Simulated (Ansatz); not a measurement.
Given this structure:

```
CELL_PARAMETERS angstrom
3.31484 0.00002 -0.01060
-1.65741 2.87074 0.00378
-0.09532 -0.01582 29.58040
ATOMIC_POSITIONS crystal
W 0.66558 0.33329 0.49987
W 0.32212 0.66448 0.26833
W 0.34563 0.66891 0.73167
Se 0.33577 0.66724 0.55605
Se 0.65900 0.33177 0.32452
Se 0.68254 0.33619 0.78782
Se 0.32870 0.66600 0.44369
Se 0.65193 0.33053 0.21218
Se 0.67540 0.33494 0.67548
```

### Before looking at a picture, describe the arrangement of atoms.

The solid is WSe2. It has 9 atoms to the cell (3 W, 6 Se). The polyhedra are WSe6 trigonal prisms; they share edges. Each W has six Se in a trigonal prismatic arrangement at 2.53 Å. Se sits among three W in a trigonal pyramidal arrangement at 2.53 Å. Not all metal-metal contacts are counted. The bonds build WSe2 layers parallel to (001).

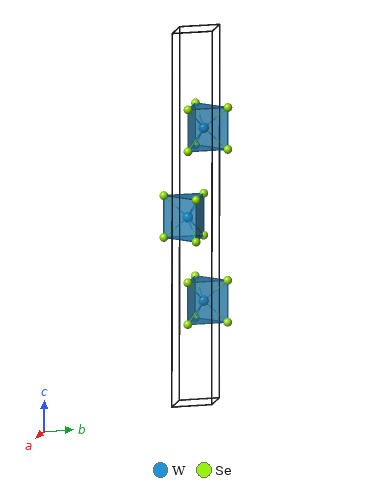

Drawn in the polyhedral manner and seen slightly off an axis. Thin lines show the simulation cell, with boundary atoms drawn in all their periodic places. Some atoms of the next cells are drawn as well. Colours: tungsten blue, selenium green.

Provenance: a structure listed in the Materials Project. The geometry is the end of a relaxation with DFT r2SCAN, scalar-relativistic, plane waves, PAW in Ansatz.
